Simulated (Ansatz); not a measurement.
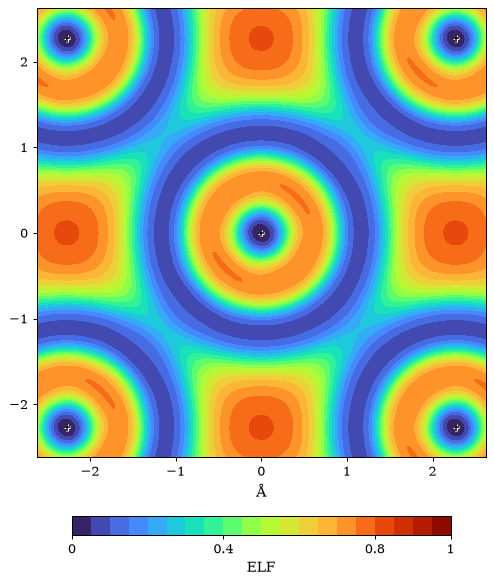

The electron localisation function on a plane through atoms (crosses mark nuclei in the plane).

Level of theory: DFT r2SCAN, scalar-relativistic, plane waves, PAW in Ansatz 0.2.0.

Candidates:
A. Ca, a = 4.48 Å, b = 4.48 Å, c = 4.59 Å, α = 90.00°, β = 90.00°, γ = 90.00°. Space group I4/mmm; changed on purpose from its base cell (strain +0.000 along x and y, +0.025 along z, atoms carried along).
B. Sc, a = 4.54 Å, b = 4.54 Å, c = 4.54 Å, α = 90.00°, β = 90.00°, γ = 90.00°. Space group Fm-3m; computed pressure about 4 GPa in this cell; computed without spin polarisation.
C. KZnF₃, a = 3.98 Å, b = 3.98 Å, c = 4.18 Å, α = 90.00°, β = 90.00°, γ = 90.00°. Space group P4/mmm.

Q: Which candidate gave the map?

A: Candidate B: Sc on the (100) plane of the conventional cell, which holds Sc. Sc–Sc (3.21 Å): the ELF is about 0.25 at the midpoint (no localised pair shows between them).
